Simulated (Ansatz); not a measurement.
SiGe (space group P6_3mc, No. 186). Coordinates: the input geometry of an electronic-structure calculation (not necessarily at equilibrium).

```cif
data_structure
_symmetry_space_group_name_H-M 'P6_3mc'
_symmetry_Int_Tables_number 186
_cell_length_a 3.9045
_cell_length_b 3.9045
_cell_length_c 6.4508
_cell_angle_alpha 90.000
_cell_angle_beta 90.000
_cell_angle_gamma 120.000
_cell_volume 85.17
loop_
_atom_site_label
_atom_site_type_symbol
_atom_site_symmetry_multiplicity
_atom_site_Wyckoff_symbol
_atom_site_fract_x
_atom_site_fract_y
_atom_site_fract_z
_atom_site_occupancy
Si1 Si 2 b 0.66667 0.33333 0.87461 1
Ge1 Ge 2 b 0.66667 0.33333 0.50039 1
```

Describe the stacking along c, with columns A (0, 0), B (1/3, 2/3), C (2/3, 1/3) of the hexagonal mesh.

Ge(B) – Si(B) – Ge(C) – Si(C) (four layers in 6.45 Å).

Ge and Si layers alone: BBCC, a sequence in which some neighbouring layers lie directly above each other.

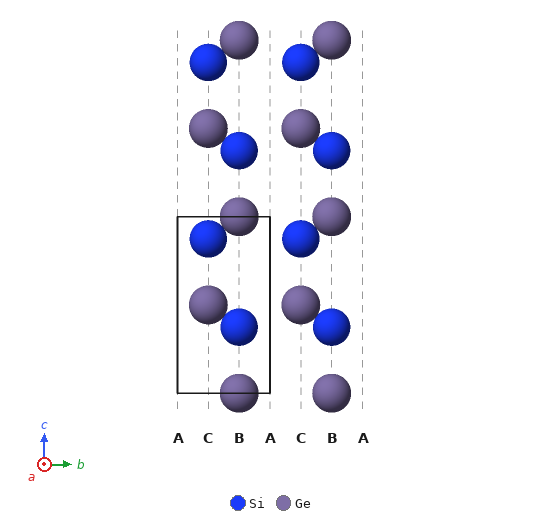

Projection along an edge of the hexagonal mesh, stacking direction c upwards. The dashed lines mark the three columns A (0, 0), B (1/3, 2/3) and C (2/3, 1/3). The sequence starts with the first layer at or above the cell's origin.
